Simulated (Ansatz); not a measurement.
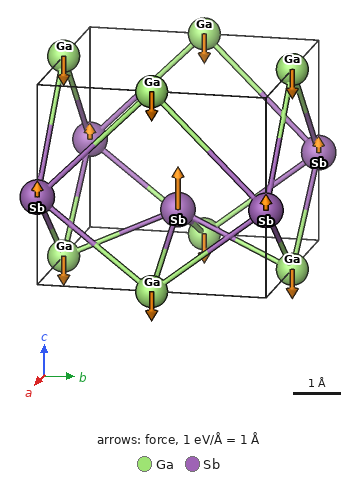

Starting geometry of solid GaSb (a generated structure, set up in P4mm) (coarse preliminary run) with the computed forces as orange arrows. A ball-and-stick model of the cell of the calculation, seen slightly off an axis.

The calculation used Ansatz, DFT PBE, scalar-relativistic, plane waves, PAW. Settings: plane-wave cutoff 420 eV; k-point mesh 4 × 4 × 4; occupations gaussian; smearing width 0.1 eV; no spin polarisation; cell and atoms relaxed; force threshold 0.04 eV/Å; at most 70 steps.

Question: Is this structure relaxed? If not, where do the atoms go?

Answer: It isn't relaxed: the largest force vector, on a Sb atom, is 0.97 eV/Å. The final displacements follow the starting forces only in part (cosine between the two patterns 0.57). The energy falls by 0.990 eV per cell of the calculation in 11 accepted moves (14 points after the start). The largest force component goes from 0.97 to 0.014 eV/Å. Pressure: −1.00 GPa at the start and 0.13 GPa at the end. The line search rejected the trial steps at points 5, 11 of the run. At 1 point the geometry stayed and the basis and grid were re-selected for the new cell (energy shift of 2.6 meV per cell of the calculation at most each time). The atom that moves furthest relative to the cell is a Sb atom (0.77 Å along +c). Largest moves by element: Sb 0.77 Å, Ga 0.37 Å. The volume changes by −5.8 %, with a = b 5.007 → 4.567 Å (−8.8 %), c 4.409 → 4.993 Å (+13.3 %). Near-neighbour distances that change, for instance: Ga–Sb 3.166 → 4.043 Å, Ga–Sb 3.517 → 2.821 Å, Ga–Sb 2.764 → 2.821 Å. Bond angles that change, for instance: Sb–Ga–Sb 129.8° → 108.1°, Ga–Sb–Ga 129.8° → 108.1°, Ga–Sb–Ga 79.7° → 69.8°. The space group (tolerance 0.01 Å) goes from P4mm (No. 99) to P4/nmm (No. 129). Cost: 2.2 min on 1 thread of Intel(R) Xeon(R) Processor @ 2.70GHz (shared host), peak memory 0.39 GiB.
